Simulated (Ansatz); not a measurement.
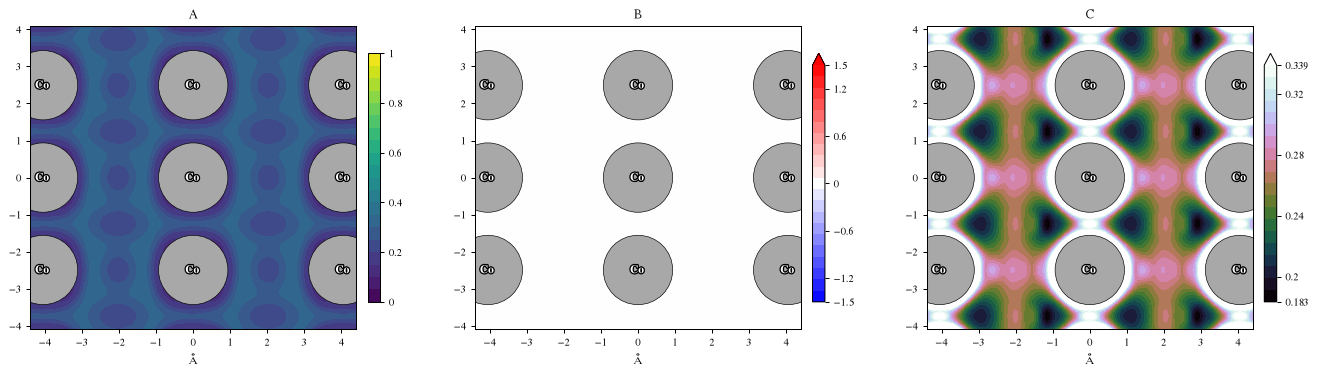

Co: 3 fields on the (100) plane of the conventional cell, with unlabelled colour scales. Grey discs cover the atomic cores.

Space group P6/mmm; set up as Co, omega (AlB2-type); a generated structure, not necessarily the stable one; changed on purpose from its base cell (volume × 1.04); computed pressure about −6 GPa in this cell; spin-polarised.

Computed with Ansatz 0.2.0, DFT, RPBE, plane waves (420 eV) with PAW, scalar-relativistic.

**The panels show electron localisation function, spin density and valence pseudo-density in some order. Assign them.**

Panel A: electron localisation function. Panel B: spin density (confined to the magnetic sites and close to zero elsewhere). Panel C: valence pseudo-density. From the grid: Co–Co (2.49 Å): ρ is about 0.36 e/Å³ halfway; the ELF is about 0.25 at the midpoint; no shared electron pair shows on this line.
